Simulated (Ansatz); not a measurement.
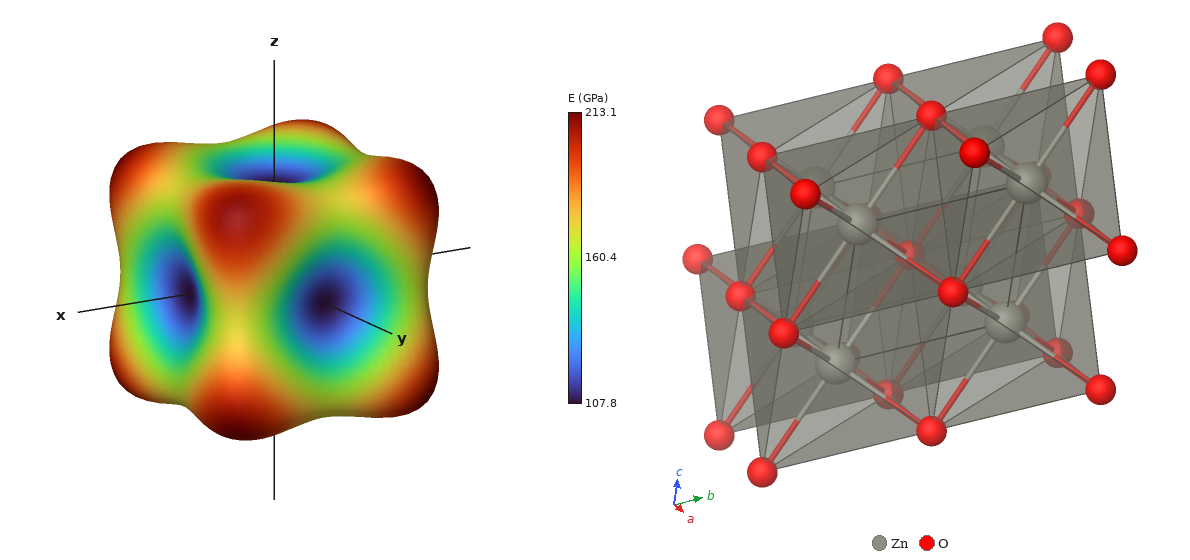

Plotted: Young's modulus as a surface whose radius and colour give its value in each direction for ZnO, space group Fm-3m (No. 225) (cell built by us, not taken from a database). The cell is drawn beside the plot.

Starting cell:
```xyz
2
Lattice="0.0000 2.1650 2.1650 2.1650 0.0000 2.1650 2.1650 2.1650 0.0000" Properties=species:S:1:pos:R:3 pbc="T T T"
Zn    0.0000    0.0000    0.0000
O     2.1650    2.1650    2.1650
```

Method: elastic stress-strain coefficients at zero temperature from small strains of the given cell, Voigt order xx yy zz yz xz xy, Cartesian axes of the cell vectors; plane waves with PAW datasets, Γ-centred k mesh (Ansatz 0.2.0). Level: PBE, no spin polarisation.

wave cutoff 420 eV; k mesh 12×12×12; occupations fixed; ions relaxed; strain amplitude 0.002.

**Between which limits does E lie over all directions?**

Over all directions E runs from 108 to 213 GPa, a ratio of 1.98.

**What is E along the Cartesian axes and along their diagonal?**

E is 108 GPa along x, y and z alike, and 213 GPa along the body diagonal x + y + z.
